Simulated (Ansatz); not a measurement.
HfC: several calculations on one system

**1. Relaxation**

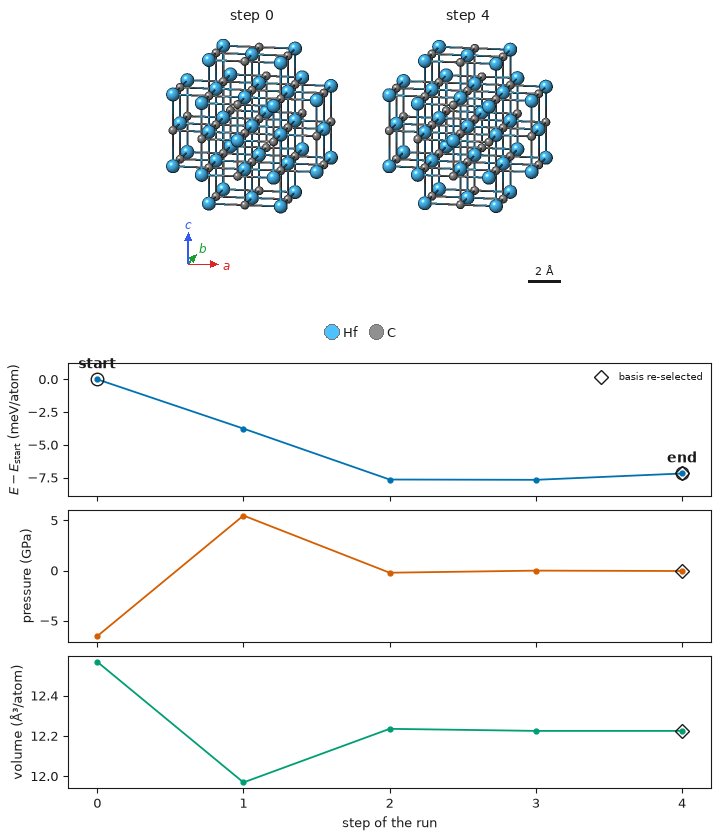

First and last geometry of a relaxation of crystalline HfC (set up in Fm-3m), with the history of the run. Style: ball-and-stick. Shown: the conventional cell (4 times the calculation's cell), slightly off an axis. Lengths and directions refer to the drawn axes.

The calculation used DFT PBEsol, scalar-relativistic, plane waves, PAW (Ansatz 0.2.0). Settings: plane-wave cutoff 420 eV; k-point mesh 16 × 16 × 16; occupations gaussian; smearing width 0.1 eV; no spin polarisation; cell and atoms relaxed; force threshold 0.005 eV/Å; at most 80 steps.

**What do the curves and the structures tell?**

It converged. No atom moves by more than 0.005 Å relative to the cell. The drawn cell changes as follows: a = b = c 4.650 → 4.607 Å (−0.9 %); the volume changes by −2.7 %. Among the contacts that change: Hf–Hf 3.288 → 3.258 Å, C–Hf 2.325 → 2.304 Å. The space group stays Fm-3m (No. 225). Over 3 accepted moves (4 points after the start) the energy falls by 7.2 meV per atom. All forces vanish by symmetry, so only the cell relaxes. The pressure goes from −6.53 to −0.04 GPa. At 1 point the geometry stayed and the basis and grid were re-selected for the new cell (energy shift of 0.5 meV per atom at most each time). The run took roughly 23 core-seconds on a shared host.

```
step  E − E(0), meV/atom  pressure, GPa  volume, Å³/atom                      note
   0                0.00          -6.53           12.568                          
   1               -3.76           5.48           11.969                          
   2               -7.64          -0.21           12.235                          
   3               -7.66           0.00           12.225                          
   4               -7.18          -0.04           12.225  same geometry, new basis
```

**2. Relaxation**

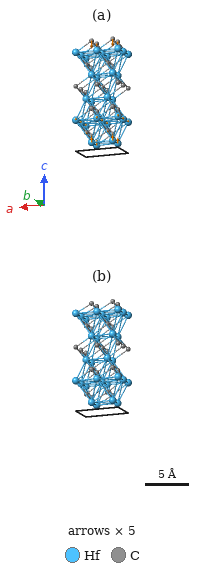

The structure of a slab of composition HfC (cut from the Fm-3m phase) before (top) and after (bottom) a relaxation, at one scale. The orange arrows give the displacements, 5 times their true length.

A ball-and-stick model of the 2 × 2 repeat of the cell, outlined in the plane, without the vacuum, seen from a free direction.

Case: (1 1 1) slab, atoms relaxed. The slab is the (1 1 1) face of HfC.

Theory: DFT PBEsol, scalar-relativistic, plane waves, PAW (Ansatz).

Input
```yaml
crystal:
  lattice:
    - [3.2578677663, 0.0, 0.0]
    - [-1.6289338832, 2.8213962478, 0.0]
    - [0.0, 0.0, 26.9701705153]
  atoms:
    - { symbol: Hf, position: [0.3333333333, 0.6666666667, 0.2780850049] }
    - { symbol: C, position: [0.6666666667, 0.3333333333, 0.3273994483] }
    - { symbol: Hf, position: [0.0, 0.0, 0.3767138916] }
    - { symbol: C, position: [0.3333333333, 0.6666666667, 0.426028335] }
    - { symbol: Hf, position: [0.6666666667, 0.3333333333, 0.4753427783] }
    - { symbol: C, position: [0.0, 0.0, 0.5246572217] }
    - { symbol: Hf, position: [0.3333333333, 0.6666666667, 0.573971665] }
    - { symbol: C, position: [0.6666666667, 0.3333333333, 0.6232861084] }
    - { symbol: Hf, position: [0.0, 0.0, 0.6726005517] }
    - { symbol: C, position: [0.3333333333, 0.6666666667, 0.7219149951] }
basis:
  ecutwfc: 420
kpoints:
  mp_grid: { grid: [12, 12, 1] }
hamiltonian:
  xc: pbesol
scf:
  occupations: { method: gaussian, width: 0.1 }
output:
  forces: true
  eigenvalues: true
relax:
  adjacent_minimum: "off"
  f_tol: 0.02
  max_steps: 60
efield:
  axis: 3
  dipole_correction: true
```

Q: Describe what moved and what it gained.

A: The energy falls by 0.299 eV per cell of the calculation in 4 geometry steps. The largest force component goes from 1.6 to 0.0041 eV/Å. C10 moves most relative to the layer's centre: 0.18 Å along the normal (−c). By element the largest moves are C 0.18 Å, Hf 0.14 Å. The cell stays as it was. Near-neighbour distances that change, for instance: Hf1–C2 2.304 → 2.200 Å, C2–Hf3 2.304 → 2.370 Å, Hf1–Hf3 3.258 → 3.195 Å, Hf3–Hf5 3.258 → 3.214 Å. Bond angles that change, for instance: Hf1–C2–Hf3 180.0° → 173.8°, Hf1–C2–Hf1 90.0° → 95.5°, Hf3–C2–Hf3 90.0° → 86.9°. The run took roughly 5 core-minutes on a shared host.

**3. A change**

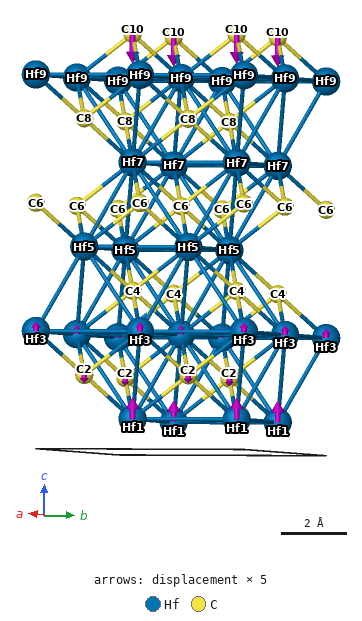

A (1 1 1) slab of HfC as cut from the relaxed bulk. The purple arrows show how the atoms are displaced, magnified 5 times. Style: ball-and-stick. Shown: the 2 × 2 repeat of the cell, outlined in the plane, without the vacuum, from a free direction.

Level of theory: DFT PBEsol, scalar-relativistic, plane waves, PAW in Ansatz 0.2.0. (plane-wave cutoff 420 eV; occupations gaussian; smearing width 0.1 eV; no spin polarisation) The k-mesh is chosen for each cell (12×12×13, 12×12×1).

Describe the change and its computed effect.

Answer. The atoms of the slab are relaxed at the bulk's in-plane cell. The surface energy (mean of the two faces) falls from 5.88 to 5.62 J/m². The top spacing, between the C and Hf planes, goes from 1.33 to 1.14 Å (−14.2 %), the bottom one (Hf to C) from 1.33 to 1.14 Å (−14.2 %). The lattice vectors keep their values. The largest move relative to the layer's centre is that of C10, 0.18 Å along the normal (−c). By element the largest moves are C 0.18 Å, Hf 0.14 Å. Among the bonded contacts that change: C–Hf 2.304 → 2.200 to 2.370 Å, Hf–Hf 3.258 → 3.195 to 3.272 Å.
